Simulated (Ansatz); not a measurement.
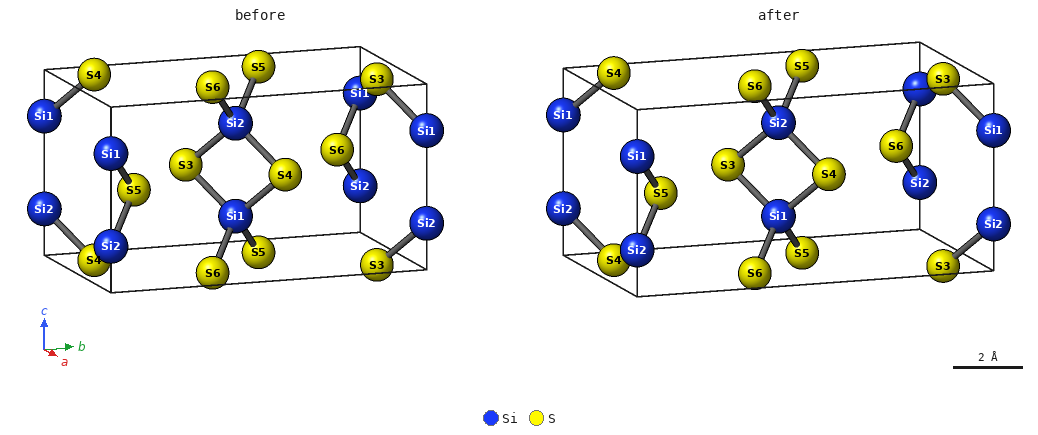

The structure of crystalline SiS₂ (set up in Ibam) before (left) and after (right) a relaxation, at one scale.

A ball-and-stick model of the conventional cell (2 times the calculation's cell), seen slightly off an axis. Lengths and directions refer to the drawn axes.

Computed with Ansatz, DFT PBE, scalar-relativistic, plane waves, PAW. (plane-wave cutoff 420 eV; k-point mesh 6 × 6 × 6; occupations gaussian; smearing width 0.02 eV; no spin polarisation; cell and atoms relaxed; force threshold 0.005 eV/Å; at most 80 steps)

> Summarise the run.

The largest moves relative to the cell, 0.18 Å, are those of S3, S4, S5 and S6. S5 goes along [2 −1 0]. Si stays in place. Cell: a 5.749 → 6.369 Å (+10.8 %), b 9.821 → 11.088 Å (+12.9 %), c 5.549 → 5.593 Å (+0.8 %). Volume +26.1 %. Some distances before and after: Si1–S3 2.132 → 2.149 Å. The space group stays Ibam (No. 72). Over 9 accepted moves (11 points after the start) the energy falls by 14.1 meV per atom. The largest force component goes from 0.24 to 0.0033 eV/Å. The pressure goes from 1.98 to −0.01 GPa. At 2 points the geometry stayed and the basis and grid were re-selected for the new cell (energy shift of 1.1 meV per atom at most each time). The run took 27 s on 4 threads of Arm Neoverse V2, with other jobs on the host, peak memory 0.6 GiB.
